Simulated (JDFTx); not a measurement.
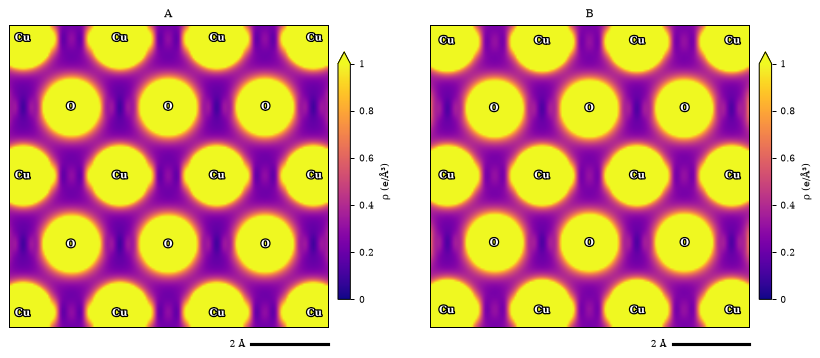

CuO. The valence electron density of two cells that differ in size, on the (011) plane of each (indices in the axes of the calculation cell), at one length scale and on one colour scale: A has 8.3 Å³ an atom and B 7.8.

Level of theory: JDFTx, Kohn-Sham DFT of a periodic cell, PBE, PseudoDojo-SR-PBE-0.5-standard.

The density is the valence pseudo-density of a pseudopotential calculation; it isn't the true density close to the nuclei.

The larger cell:

```cif
data_structure
_symmetry_space_group_name_H-M 'P 1'
_symmetry_Int_Tables_number 1
_cell_length_a 2.5526
_cell_length_b 2.5526
_cell_length_c 2.5526
_cell_angle_alpha 90.000
_cell_angle_beta 90.000
_cell_angle_gamma 90.000
_cell_volume 16.63
loop_
_atom_site_label
_atom_site_type_symbol
_atom_site_fract_x
_atom_site_fract_y
_atom_site_fract_z
_atom_site_occupancy
Cu1 Cu 0.00000 0.00000 0.00000 1
O1 O 0.50000 0.50000 0.50000 1
```

The smaller cell: a = 2.500 Å, b = 2.500 Å, c = 2.500 Å, α = 90.00°, β = 90.00°, γ = 90.00°.

> What changes from the larger cell to the smaller?

From the larger cell to the smaller, Cu–O goes from 2.21 to 2.17 Å, and the density at its midpoint from 0.37 to 0.4 e/Å³; the pressure goes from 20 to 39 GPa.
